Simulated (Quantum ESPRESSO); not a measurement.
## Energy of LiF along an even scaling of the cell

System: LiF (Fm-3m, 2 atoms in the cell).
Method: Kohn-Sham DFT of a periodic cell, LDA, GBRV 1.5 LDA, no spin polarisation (Quantum ESPRESSO 7.5).

The 7 runs differ only in the geometry, by an even scaling of the cell at fixed fractional positions. The structure derives from an entry of the Crystallography Open Database.

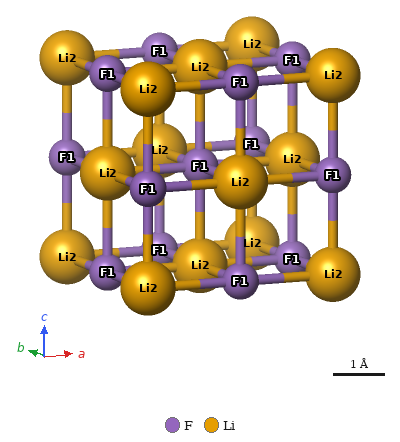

Figure 1. The structure of run 4 (ball-and-stick view of the cell 4 times as large as that of the calculation, set on its symmetry axes, seen slightly off an axis; atoms are numbered from 1 in the order of the input). An atom can appear more than once, as a periodic image.

### Input of run 4
```
&CONTROL
  calculation = 'scf'
  prefix = 'pwscf'
  outdir = './tmp'
  pseudo_dir = './pseudo'
  tstress = .true.
  disk_io = 'nowf'
/
&SYSTEM
  ibrav = 0
  nat = 2
  ntyp = 2
  ecutwfc = 45
  ecutrho = 360
  nbnd = 10
  occupations = 'smearing'
  smearing = 'fd'
  degauss = 0.00367493
/
&ELECTRONS
  conv_thr = 4d-10
  electron_maxstep = 120
  mixing_beta = 0.5
/
ATOMIC_SPECIES
F     18.9984 f_lda_v1.4.uspp.F.UPF
Li     6.9400 li_lda_v1.4.uspp.F.UPF
CELL_PARAMETERS angstrom
   0.0000000000    2.0140000000    2.0140000000
   2.0140000000    0.0000000000    2.0140000000
   2.0140000000    2.0140000000    0.0000000000
ATOMIC_POSITIONS crystal
F      0.5000000000    0.5000000000    0.5000000000
Li     0.0000000000    0.0000000000    0.0000000000
K_POINTS automatic
11 11 11 0 0 0
```

Command:
```bash
OMP_NUM_THREADS=1 mpirun -n 2 pw.x -nk 2 -in pw.in > pw.out
```

Run 2 differs from it as follows:
```diff
-   0.0000000000    2.0140000000    2.0140000000
-   2.0140000000    0.0000000000    2.0140000000
-   2.0140000000    2.0140000000    0.0000000000
+   0.0000000000    1.9867804471    1.9867804471
+   1.9867804471    0.0000000000    1.9867804471
+   1.9867804471    1.9867804471    0.0000000000
```

### Results, with one run withheld

| run | volume per atom (Å³) | free energy per atom, from the lowest run given (meV) | pressure (GPa) | gap on the mesh (eV) |
| --- | --- | --- | --- | --- |
| 1 | 7.679 | 0.00 | −2.14 | 9.39 |
| 2 | 7.842 | ? | ? | ? |
| 3 | 8.006 | 7.39 | −5.09 | 8.99 |
| 4 | 8.169 | 13.18 | −6.33 | 8.81 |
| 5 | 8.333 | 20.17 | −7.44 | 8.64 |
| 6 | 8.496 | 28.24 | −8.42 | 8.47 |
| 7 | 8.659 | 37.22 | −9.30 | 8.31 |

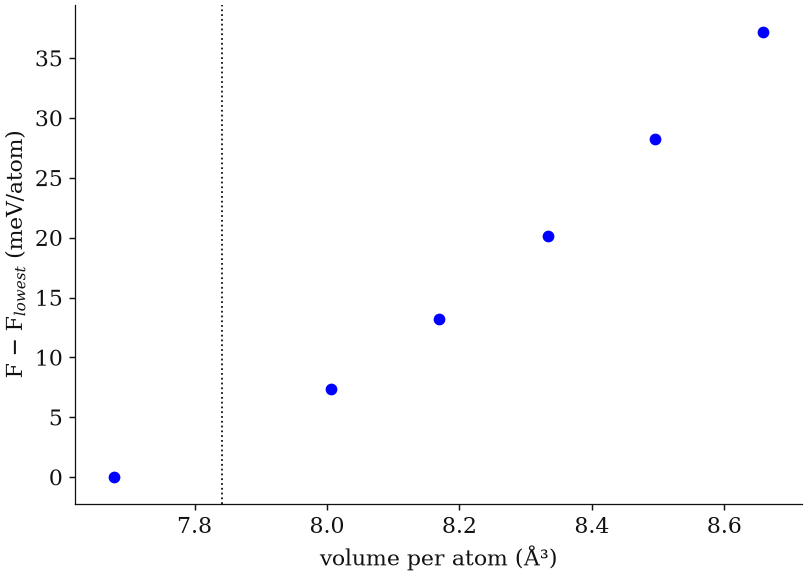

Figure 2. Free energy per atom of the runs given; the dotted line marks run 2.

Estimate the energy of run 2 from the others.

A cubic polynomial in V^(−2/3) (the Birch–Murnaghan form), fitted to the 6 runs given, misses them by at most 0.02 meV per atom. With x = V^(−2/3) − 0.24566 Å⁻², it reads F = 14.936 − 2065.2 x + 65272 x² + 29668 x³ (meV per atom). At run 2 it gives 2.93 meV per atom, and the run itself gives 2.97. The slope of the fit gives a pressure −dF/dV of −3.65 GPa there, and the run prints −3.70 GPa. The two needn't agree exactly: the fit is approximate, and the printed stress is taken on a finite basis. The fit has no minimum inside this range. The gap on the mesh goes, without turning, from 9.39 eV in run 1 to 8.31 eV in run 7; run 2 has 9.19 eV. These are gaps of this functional on this mesh, which can miss the band edges; they aren't the measured gap.

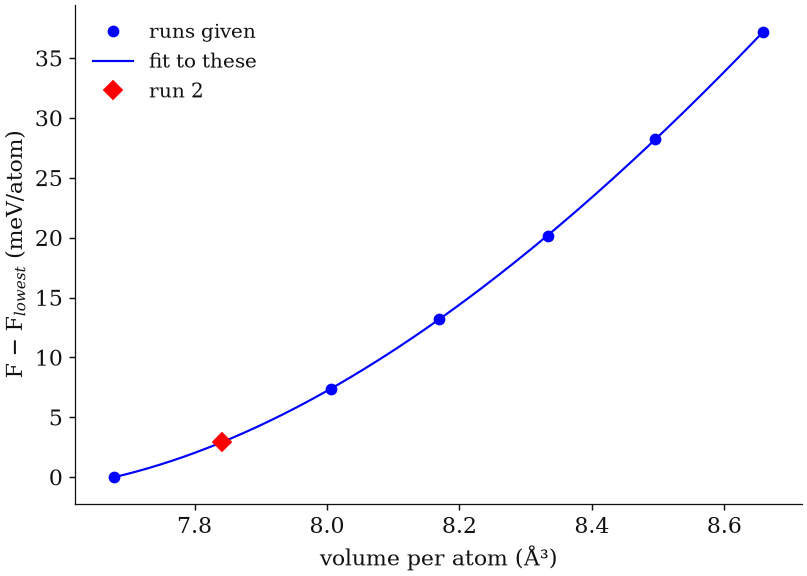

Figure 3. The fit and the withheld run.

### Some lines of the output (run 2)
```
[...]
     unit-cell volume          =     105.8464 (a.u.)^3
     number of k points=    56  Fermi-Dirac smearing, width (Ry)=  0.0037
     total energy              =     -63.13581281 Ry
     total energy              =     -63.13914062 Ry
     total energy              =     -63.13939124 Ry
     total energy              =     -63.13951598 Ry
     total energy              =     -63.13952086 Ry
     total energy              =     -63.13952128 Ry
     the Fermi energy is     5.4830 ev
!    total energy              =     -63.13952128 Ry
     The total energy is F=E-TS. E is the sum of the following terms:
     Computing stress (Cartesian axis) and pressure
          total   stress  (Ry/bohr**3)                   (kbar)     P=      -36.99
```
